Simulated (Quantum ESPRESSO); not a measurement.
# ZnS (F-43m): from the cell to the phonon bands, part 2 of 5

Wanted: phonon bands, density of states and zone-centre response of ZnS (F-43m).

Quantum ESPRESSO 7.5; DFT PBE, scalar-relativistic, plane waves, PseudoDojo norm-conserving pseudopotentials.

So far. Step 2 (A probe with smearing): A gap of 2.1 eV opens on this mesh, so the crystal is taken as an insulator; the start stands at 1.8 GPa. Step 4 (Self-consistent run for the response): The cell stands at -0.002 GPa, close enough for phonons.

The database entry behind the starting cell differs from later determinations by our own check (about 0.1 % short), so it need not match the best structure at ambient conditions.

### 5. Phonons on a q mesh

Linear response treats each wavevector in the unit cell, with no supercell; the 2×2×2 mesh fixes the range of the force constants to be had.

The input, ph.in:

```
phonons
 &inputph
    prefix='x',
    outdir='./tmp',
    fildyn='x.dyn',
    tr2_ph=1.0d-18,
    epsil=.true.,
    ldisp=.true.,
    nq1=2,
    nq2=2,
    nq3=2,
 /
```

Started as:

```
$ OMP_NUM_THREADS=1 mpirun -n 4 ph.x -nk 4 -in ph.in > ph.out
```

Numbers of over 12 decimals in the logs are rounded to 6 here.

Log:

```text
[banners, grids, parts of the stress and lines that vanish by symmetry left out]
[banner, memory and clock lines left out]
Program PHONON v.7.5

     ./tmp/x.save/

     IMPORTANT: XC functional enforced from input :
     Exchange-correlation= PBE
                           (   1   4   3   4   0   0   0)
     Any further DFT definition will be discarded
     Please, verify this is what you really want

     G-vector sticks info

     Reading collected, re-writing distributed wavefunctions in ./tmp/

     Dynamical matrices for ( 2, 2, 2)  uniform grid of q-points
     (   3 q-points):
       N         xq(1)         xq(2)         xq(3)
       1   0.000000000   0.000000000   0.000000000
       2   0.353553391  -0.353553391   0.353553391
       3   0.000000000  -0.707106781   0.000000000

     Number and degeneracy of irreps per q-point
       N         xq(1)         xq(2)         xq(3)   N irreps
       1   0.000000000   0.000000000   0.000000000       2
        3   3
       2   0.353553391  -0.353553391   0.353553391       4
        1   1   2   2
       3   0.000000000  -0.707106781   0.000000000       4
        1   1   2   2

     Calculation of q =    0.0000000   0.0000000   0.0000000

     phonons

     bravais-lattice index     =            0
     lattice parameter (alat)  =       7.2799  a.u.
     unit-cell volume          =     272.8106 (a.u.)^3
     number of atoms/cell      =            2
     number of atomic types    =            2
     kinetic-energy cut-off    =      92.0000  Ry
     charge density cut-off    =     368.0000  Ry
     convergence threshold     =      1.0E-18
     beta                      =       0.7000
     number of iterations used =            4
     Exchange-correlation= PBE
                           (   1   4   3   4   0   0   0)

     celldm(1)=    7.27990  celldm(2)=    0.00000  celldm(3)=    0.00000
     celldm(4)=    0.00000  celldm(5)=    0.00000  celldm(6)=    0.00000

     crystal axes: (cart. coord. in units of alat)
               a(1) = ( -0.7071  0.0000  0.7071 )
               a(2) = (  0.0000  0.7071  0.7071 )
               a(3) = ( -0.7071  0.7071  0.0000 )

     reciprocal axes: (cart. coord. in units 2 pi/alat)
               b(1) = ( -0.7071 -0.7071  0.7071 )
               b(2) = (  0.7071  0.7071  0.7071 )
               b(3) = ( -0.7071  0.7071 -0.7071 )

     Atoms inside the unit cell:

     Cartesian axes

     site n.  atom      mass           positions (alat units)
        1  Zn     65.3800   tau(    1) = (   -0.35355    0.35355    0.35355  )
        2  S      32.0600   tau(    2) = (    0.00000    0.00000    0.00000  )

     Computing dynamical matrix for
                    q = (   0.0000000   0.0000000   0.0000000 )

     25 Sym.Ops. (with q -> -q+G )

     G cutoff =  494.0135  (  32647 G-vectors)     FFT grid: ( 45, 45, 45)
     number of k points=    47

     PseudoPot. # 1 for Zn read from file:
     ./pseudo/Zn.upf
     Pseudo is Norm-conserving + core correction, Zval = 20.0

     PseudoPot. # 2 for S  read from file:
     ./pseudo/S.upf
     Pseudo is Norm-conserving + core correction, Zval =  6.0

     Mode symmetry, T_d (-43m)  point group:

     Electric field:
     Dielectric constant
     Born effective charges in two ways

     Atomic displacements:
     There are    2 irreducible representations

     Representation     1      3 modes -  To be done

     Representation     2      3 modes -  To be done

     Alpha used in Ewald sum =   2.8000

     Electric Fields Calculation

      iter #   1   av.it.:   9.3
      thresh= 1.000E-02 alpha_mix =  0.700 |ddv_scf|^2 =  1.230E-07

      [... iterations left out ...]
      iter #   9   av.it.:  17.9
      thresh= 1.828E-10 alpha_mix =  0.700 |ddv_scf|^2 =  5.652E-20

     End of electric fields calculation

          Dielectric constant in cartesian axis

          (       6.006666975      -0.000000000       0.000000000 )
          (      -0.000000000       6.006666975       0.000000000 )
          (       0.000000000       0.000000000       6.006666975 )

          Effective charges (d Force / dE) in cartesian axis without acoustic sum rule applied (asr)

           atom    1  Zn    Mean Z*:        2.03269
      Ex  (        2.03269        0.00000        0.00000 )
      Ey  (        0.00000        2.03269       -0.00000 )
      Ez  (       -0.00000       -0.00000        2.03269 )
           atom    2  S     Mean Z*:       -2.03584
      Ex  (       -2.03584        0.00000       -0.00000 )
      Ey  (        0.00000       -2.03584       -0.00000 )
      Ez  (       -0.00000        0.00000       -2.03584 )

          Effective charges Sum: Mean:       -0.00315
             -0.00315        0.00000       -0.00000
              0.00000       -0.00315       -0.00000
             -0.00000       -0.00000       -0.00315

          Effective charges (d Force / dE) in cartesian axis with asr applied:
           atom    1  Zn    Mean Z*:        2.03427
      E*x (        2.03427       -0.00000        0.00000 )
      E*y (        0.00000        2.03427       -0.00000 )
      E*z (        0.00000       -0.00000        2.03427 )
           atom    2  S     Mean Z*:       -2.03427
      E*x (       -2.03427        0.00000       -0.00000 )
      E*y (       -0.00000       -2.03427        0.00000 )
      E*z (       -0.00000        0.00000       -2.03427 )

     Representation #   1 modes #   1   2   3

     Self-consistent Calculation

      iter #   1   av.it.:   8.7
      thresh= 1.000E-02 alpha_mix =  0.700 |ddv_scf|^2 =  1.079E-07

      [... iterations left out ...]
      iter #   8   av.it.:  18.0
      thresh= 4.001E-10 alpha_mix =  0.700 |ddv_scf|^2 =  2.584E-19

     End of self-consistent calculation

     Convergence has been achieved

     Representation #   2 modes #   4   5   6

     Self-consistent Calculation

      iter #   1   av.it.:  13.2
      thresh= 1.000E-02 alpha_mix =  0.700 |ddv_scf|^2 =  9.309E-06

      [... iterations left out ...]
      iter #   9   av.it.:  18.6
      thresh= 3.552E-10 alpha_mix =  0.700 |ddv_scf|^2 =  3.887E-19

     End of self-consistent calculation

     Convergence has been achieved

     Number of q in the star =    1
     List of q in the star:
          1   0.000000000   0.000000000   0.000000000

          Dielectric constant in cartesian axis

          (       6.006666975      -0.000000000       0.000000000 )
          (      -0.000000000       6.006666975       0.000000000 )
          (       0.000000000       0.000000000       6.006666975 )

          Effective charges (d Force / dE) in cartesian axis without acoustic sum rule applied (asr)

           atom    1  Zn    Mean Z*:        2.03269
      Ex  (        2.03269        0.00000        0.00000 )
      Ey  (        0.00000        2.03269       -0.00000 )
      Ez  (       -0.00000       -0.00000        2.03269 )
           atom    2  S     Mean Z*:       -2.03584
      Ex  (       -2.03584        0.00000       -0.00000 )
      Ey  (        0.00000       -2.03584       -0.00000 )
      Ez  (       -0.00000        0.00000       -2.03584 )

          Effective charges Sum: Mean:       -0.00315
             -0.00315        0.00000       -0.00000
              0.00000       -0.00315       -0.00000
             -0.00000       -0.00000       -0.00315

          Effective charges (d Force / dE) in cartesian axis with asr applied:
           atom    1  Zn    Mean Z*:        2.03427
      E*x (        2.03427       -0.00000        0.00000 )
      E*y (        0.00000        2.03427       -0.00000 )
      E*z (        0.00000       -0.00000        2.03427 )
           atom    2  S     Mean Z*:       -2.03427
      E*x (       -2.03427        0.00000       -0.00000 )
      E*y (       -0.00000       -2.03427        0.00000 )
      E*z (       -0.00000        0.00000       -2.03427 )

          Effective charges (d P / du) in cartesian axis

           atom      1Zn
      Px  (        2.03269       -0.00000        0.00000 )
      Py  (       -0.00000        2.03269        0.00000 )
      Pz  (        0.00000        0.00000        2.03269 )
           atom      2S
      Px  (       -2.03585       -0.00000        0.00000 )
      Py  (       -0.00000       -2.03585        0.00000 )
      Pz  (        0.00000        0.00000       -2.03585 )

     Diagonalizing the dynamical matrix

     q = (    0.000000000   0.000000000   0.000000000 )

 **************************************************************************
     freq (    1) =      -0.093284 [THz] =      -3.111617 [cm-1]
     freq (    2) =      -0.093284 [THz] =      -3.111617 [cm-1]
     freq (    3) =      -0.093284 [THz] =      -3.111617 [cm-1]
     freq (    4) =       7.779710 [THz] =     259.503181 [cm-1]
     freq (    5) =       7.779710 [THz] =     259.503181 [cm-1]
     freq (    6) =       7.779710 [THz] =     259.503181 [cm-1]
 **************************************************************************

     Mode symmetry, T_d (-43m)  point group:

     freq (   1-   3) =         -3.1  [cm-1]   --> T_2  G_15 P_4   I+R
     freq (   4-   6) =        259.5  [cm-1]   --> T_2  G_15 P_4   I+R

     Calculation of q =    0.3535534  -0.3535534   0.3535534
     [... set-up and bands at k+q left out ...]

     Mode symmetry, C_3v (3m)   point group:

     Atomic displacements:
     There are    4 irreducible representations

     Representation     1      1 modes -  To be done

     Representation     2      1 modes -  To be done

     Representation     3      2 modes -  To be done

     Representation     4      2 modes -  To be done

     Message from routine init_vloc:
     Interpolation table for Vloc re-allocated

     Alpha used in Ewald sum =   2.8000

     Representation #   1 mode #   1

     Self-consistent Calculation

      iter #   1   av.it.:  13.6
      thresh= 1.000E-02 alpha_mix =  0.700 |ddv_scf|^2 =  6.635E-04

      [... iterations left out ...]
      iter #  14   av.it.:  16.7
      thresh= 3.306E-10 alpha_mix =  0.700 |ddv_scf|^2 =  7.465E-19

     End of self-consistent calculation

     Convergence has been achieved

     Representation #   2 mode #   2

     Self-consistent Calculation

[...]
[... iterations left out ...]
[...]
End of self-consistent calculation

     Convergence has been achieved

     Representation #   3 modes #   3   4

     Self-consistent Calculation

[...]
[... iterations left out ...]
[...]
End of self-consistent calculation

     Convergence has been achieved

     Representation #   4 modes #   5   6

     Self-consistent Calculation

[...]
[... iterations left out ...]
[...]
End of self-consistent calculation

     Convergence has been achieved

     Number of q in the star =    4
     List of q in the star:
          1   0.353553391  -0.353553391   0.353553391
          2  -0.353553391   0.353553391   0.353553391
          3   0.353553391   0.353553391  -0.353553391
          4  -0.353553391  -0.353553391  -0.353553391

     Diagonalizing the dynamical matrix

     q = (    0.353553391  -0.353553391   0.353553391 )

 **************************************************************************
     freq (    1) =       2.099081 [THz] =      70.017808 [cm-1]
     freq (    2) =       2.099081 [THz] =      70.017808 [cm-1]
     freq (    3) =       5.648005 [THz] =     188.397165 [cm-1]
     freq (    4) =       8.178517 [THz] =     272.805956 [cm-1]
     freq (    5) =       8.178517 [THz] =     272.805956 [cm-1]
     freq (    6) =       9.554283 [THz] =     318.696568 [cm-1]
 **************************************************************************

     Mode symmetry, C_3v (3m)   point group:

     freq (   1-   2) =         70.0  [cm-1]   --> E    L_3
     freq (   3-   3) =        188.4  [cm-1]   --> A_1  L_1
     freq (   4-   5) =        272.8  [cm-1]   --> E    L_3
     freq (   6-   6) =        318.7  [cm-1]   --> A_1  L_1

     Calculation of q =    0.0000000  -0.7071068   0.0000000
     [... set-up and bands at k+q left out ...]

     Mode symmetry, D_2d (-42m) point group:

     Atomic displacements:
     There are    4 irreducible representations

     Representation     1      1 modes -  To be done

     Representation     2      1 modes -  To be done

     Representation     3      2 modes -  To be done

     Representation     4      2 modes -  To be done

     Alpha used in Ewald sum =   2.8000

     Representation #   1 mode #   1

     Self-consistent Calculation

[...]
[... iterations left out ...]
[...]
End of self-consistent calculation

     Convergence has been achieved

     Representation #   2 mode #   2

     Self-consistent Calculation

[...]
[... iterations left out ...]
[...]
End of self-consistent calculation

     Convergence has been achieved

     Representation #   3 modes #   3   4

     Self-consistent Calculation

      iter #   1   av.it.:   8.9
      thresh= 1.000E-02 alpha_mix =  0.700 |ddv_scf|^2 =  6.803E-07

      [... iterations left out ...]
      iter #   9   av.it.:  17.5
      thresh= 1.372E-10 alpha_mix =  0.700 |ddv_scf|^2 =  1.803E-20

     End of self-consistent calculation

     Convergence has been achieved

     Representation #   4 modes #   5   6

     Self-consistent Calculation

      iter #   1   av.it.:  13.2
      thresh= 1.000E-02 alpha_mix =  0.700 |ddv_scf|^2 =  3.381E-05

      [... iterations left out ...]
      iter #   9   av.it.:  17.5
      thresh= 8.256E-10 alpha_mix =  0.700 |ddv_scf|^2 =  4.079E-19

     End of self-consistent calculation

     Convergence has been achieved

     Number of q in the star =    3
     List of q in the star:
          1   0.000000000  -0.707106781   0.000000000
          2   0.000000000   0.000000000  -0.707106781
          3  -0.707106781   0.000000000   0.000000000

     Diagonalizing the dynamical matrix

     q = (    0.000000000  -0.707106781   0.000000000 )

 **************************************************************************
     freq (    1) =       2.690827 [THz] =      89.756321 [cm-1]
     freq (    2) =       2.690827 [THz] =      89.756321 [cm-1]
     freq (    3) =       6.107489 [THz] =     203.723920 [cm-1]
     freq (    4) =       8.758723 [THz] =     292.159546 [cm-1]
     freq (    5) =       8.758723 [THz] =     292.159546 [cm-1]
     freq (    6) =       9.243108 [THz] =     308.316892 [cm-1]
 **************************************************************************

     Mode symmetry, D_2d (-42m) point group:

     freq (   1-   2) =         89.8  [cm-1]   --> E    X_5  W_3
     freq (   3-   3) =        203.7  [cm-1]   --> A_1  X_1  W_1
     freq (   4-   5) =        292.2  [cm-1]   --> E    X_5  W_3
     freq (   6-   6) =        308.3  [cm-1]   --> B_2  X_3  W_2
```

Run time: 38 min. Hardware: 4 MPI ranks of Arm Neoverse V1, shared host; 2.5 h of CPU time.

Numbers from this step:

* miss of the charge sum rule: 0.003150 e
* largest acoustic frequency at the zone centre before the sum rule: -3.11 cm⁻¹
* highest optical zone-centre mode (no LO-TO term): 259.5 cm⁻¹
* lowest optical zone-centre mode: 259.5 cm⁻¹
* mean high-frequency dielectric constant: 6.007
* largest Born charge in size (third of the trace): 2.036 e
* lowest mode on the q mesh (acoustic ones at the zone centre apart): 70.02 cm⁻¹

Frequencies (cm⁻¹) at each irreducible wavevector; negative means imaginary. Frequencies by wavevector:

| q (fractions) | star | mode 1 | mode 2 | mode 3 | mode 4 | mode 5 | mode 6 |
| --- | --- | --- | --- | --- | --- | --- | --- |
| 0 0 0 | 1 | -3.11 | -3.11 | -3.11 | 259.5 | 259.5 | 259.5 |
| 0 0 -0.5 | 4 | 70.02 | 70.02 | 188.4 | 272.8 | 272.8 | 318.7 |
| 0 -0.5 -0.5 | 3 | 89.76 | 89.76 | 203.7 | 292.2 | 292.2 | 308.3 |

Born charge (rows field, columns displacement), before the sum rule (e), principal values of the symmetric part by kind of site:

| atom | atoms with these values | low | middle | high | mean |
| --- | --- | --- | --- | --- | --- |
| Zn1 | 1 | 2.03 | 2.03 | 2.03 | 2.03 |
| S2 | 1 | -2.04 | -2.04 | -2.04 | -2.04 |

In full for S2:

```
-2.04  0.00  0.00
 0.00 -2.04  0.00
 0.00  0.00 -2.04
```

High-frequency dielectric tensor:

```
6.01 0.00 0.00
0.00 6.01 0.00
0.00 0.00 6.01
```

The acoustic modes at Γ come out as far as 3.1 cm⁻¹ from zero, where they should vanish, a small numerical error; the Born charges miss their sum rule by 0.0031 e, which is good.

### 6. Force constants in real space

The dynamical matrices of the mesh are Fourier-transformed to force constants in real space, after the long-range dipole part is taken out.

The input, q2r.in:

```
 &input
    fildyn='x.dyn',
    zasr='simple',
    flfrc='x.fc',
 /
```

Started as:

```
$ q2r.x < q2r.in > q2r.out
```

Log:

```text
[banners, grids, parts of the stress and lines that vanish by symmetry left out]
[banner, memory and clock lines left out]
Program Q2R v.7.5

  reading grid info from file x.dyn0

  reading force constants from file x.dyn1
 macroscopic fields = T
   6.00667  -0.00000   0.00000
  -0.00000   6.00667   0.00000
[...]
na=            1
[...]
na=            2
[...]
0.00000  -2.03584  -0.00000
  -0.00000   0.00000  -2.03584
  alpha Ewald:    1.342428
  nqs=            1
 q=   0.00000000  0.00000000  0.00000000
  reading force constants from file x.dyn2
  alpha Ewald:    1.342428
  nqs=            4
 q=   0.35355339 -0.35355339  0.35355339
[...]
reading force constants from file x.dyn3
  alpha Ewald:    1.342428
  nqs=            3
[...]
q=   0.00000000  0.00000000 -0.70710678
 q=  -0.70710678  0.00000000  0.00000000

      q-space grid ok, #points =    8

      fft-check warning: sum of imaginary terms = 1.065509E-09
```

Wall time 0.48 s (1 thread).

### 7. Interpolated phonon bands

From the force constants any wavevector is cheap; points of the mesh come back as solved, but for the sum rule and, in polar crystals, the LO-TO term at Γ; the rest is interpolation.

The input, matdyn.in:

```
 &input
    asr='simple',
    flfrc='x.fc',
    flfrq='x.freq',
    flvec='x.modes',
    q_in_band_form=.true.,
    q_in_cryst_coord=.true.,
 /
8
  0.0000000   0.0000000   0.0000000  12  ! GAMMA
  0.0000000   0.5000000   0.5000000  12  ! X
  0.0000000   0.6250000   0.3750000   1  ! U
 -0.3750000   0.3750000  -0.0000000  12  ! K
  0.0000000   0.0000000   0.0000000  12  ! GAMMA
  0.0000000   0.5000000  -0.0000000  12  ! L
 -0.2500000   0.5000000   0.2500000  12  ! W
  0.0000000   0.5000000   0.5000000   1  ! X
```

Started as:

```
$ matdyn.x -in matdyn.in > matdyn.out
```

Log:

```text
[banner, memory and clock lines left out]
Program MATDYN v.7.5

 mass for atomic type   1 not given; uses mass from file x.fc
 mass for atomic type   2 not given; uses mass from file x.fc
```

Elapsed: 0.48 s, on 1 thread.

Read from the output:

| Quantity | Value |
| --- | --- |
| lowest frequency on the path | 0 cm⁻¹ |

Matdyn.x, sum rule simple. The phonon branches at the labelled points (cm⁻¹):

| point | branch 1 | branch 2 | branch 3 | branch 4 | branch 5 | branch 6 |
| --- | --- | --- | --- | --- | --- | --- |
| Γ | 0 | 0 | 0 | 260 | 260 | 326 |
| X | 90 | 90 | 204 | 292 | 292 | 308 |
| U | 86 | 128 | 182 | 286 | 293 | 307 |
| jump to K | 86 | 128 | 182 | 286 | 293 | 307 |
| Γ | 0 | 0 | 0 | 260 | 260 | 326 |
| L | 70 | 70 | 188 | 273 | 273 | 319 |
| W | 101 | 132 | 174 | 288 | 295 | 305 |
| X | 90 | 90 | 204 | 292 | 292 | 308 |

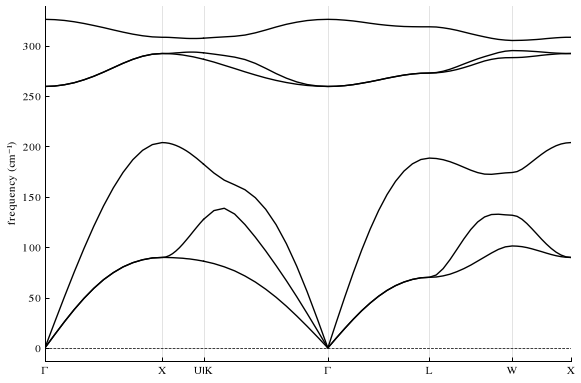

Phonon branches along the path.

All branches are real along the path.

[end of part 2 of 5]

[Host names and launcher messages were left out of these logs when they were recorded.]

[Logs are printed without paths, hosts, clocks, repeated set-up lines and the standing remarks that a program may print on its own settings, such as how far it seeks lower states.]

[Hosts, paths, dates, database ids (printed as entryN), source tags and the programs' standing remarks are cut or masked in the printed files.]
